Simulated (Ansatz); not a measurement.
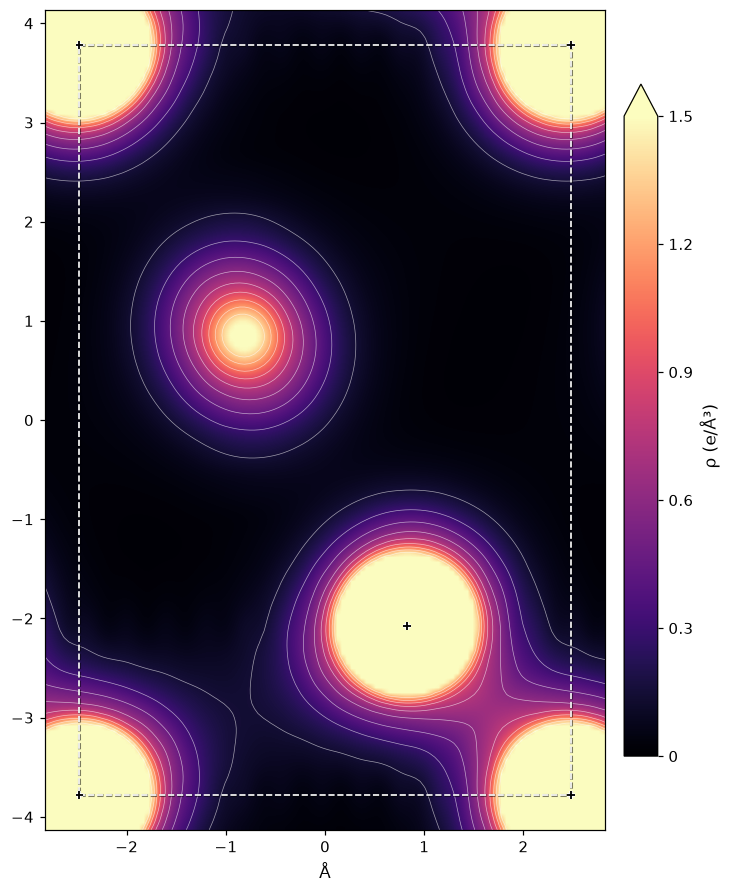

The valence electron density on a plane through atoms (crosses mark nuclei in the plane).

Theory: Kohn-Sham DFT of a periodic cell, r2SCAN, Ansatz PAW in Ansatz 0.2.0.

Candidates:
A. Se, a = 4.37 Å, b = 4.37 Å, c = 4.95 Å, α = 90.00°, β = 90.00°, γ = 120.00°. Space group P3₁21.
B. HfN, a = 4.57 Å, b = 4.57 Å, c = 4.57 Å, α = 90.00°, β = 90.00°, γ = 90.00°. Space group Fm-3m; computed pressure about −8 GPa in this cell.

Which system is this?

Candidate A: Se on the (110) plane of the conventional cell, which holds Se. Se–Se (2.37 Å): ρ at the midpoint is about 0.66 e/Å³.
